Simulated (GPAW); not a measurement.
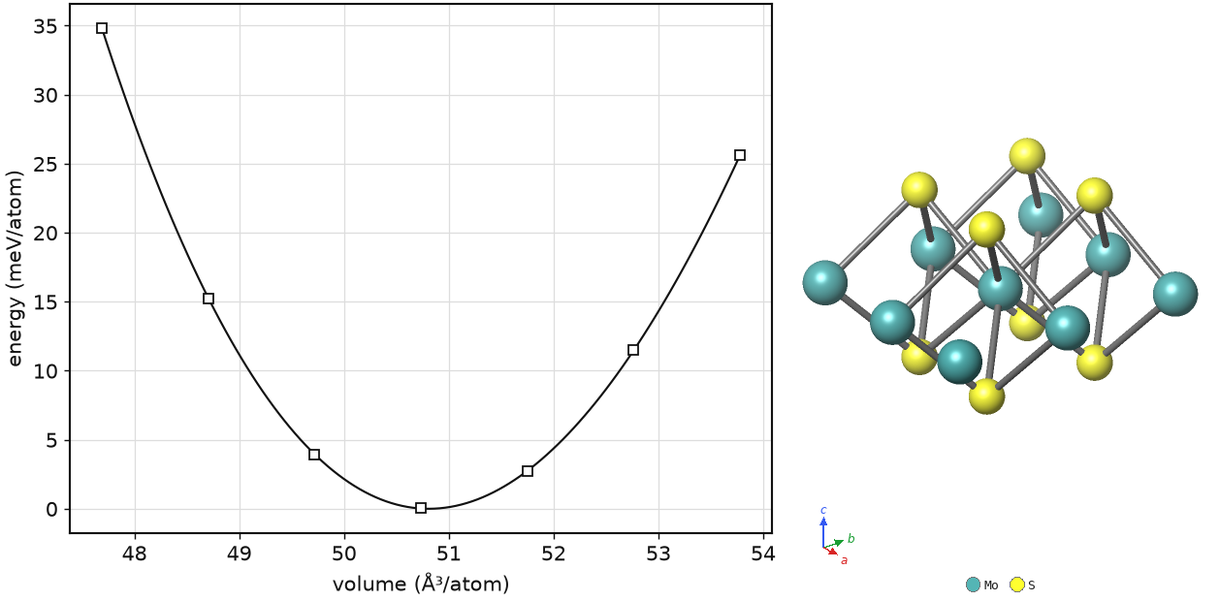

Plotted: energy against volume for MoS₂, space group P-6m2 (No. 187). The slab (repeated in the plane, vacuum cut away) is drawn beside the plot.

The given structure:
```
CELL_PARAMETERS angstrom
3.18413 0.00000 0.00000
-1.59206 2.75753 0.00000
0.00000 0.00000 17.33460
ATOMIC_POSITIONS crystal
Mo 0.00000 0.00000 0.00000
S 0.33333 0.66667 0.91051
S 0.33333 0.66667 0.08949
```

Computed with GPAW 26.7.0: PAW DFT in plane waves, on a grid or in atomic orbitals, no spin polarisation; energies at scaled volumes of the given cell, shape and fractions fixed, counted from the fit's minimum, third-order Birch-Murnaghan fit. Level: r2SCAN.

- k mesh: 8×8×2
- occupations: Fermi–Dirac
- smearing width: 0.05 eV
- potentials: GPAW PAW data sets (gpaw data 1.2.1)
- wave cutoff: 600 eV
- program settings: basis pw

From this curve and the settings, what does the calculation give for the pressure at the same points?

The pressure falls from 3.74 GPa at volume 47.69 Å³/atom to −2.66 GPa at 53.78 Å³/atom, and changes sign near 50.8 Å³/atom.

```
volume (Å³/atom)  pressure (GPa)
           47.69            3.74
           48.71            2.37
           49.72            1.14
           50.73            0.04
           51.75           -0.96
           52.76           -1.86
           53.78           -2.66
```

Keep in mind: shape and atomic fractions are frozen while scaling, which makes layered, chain and framework solids too stiff.
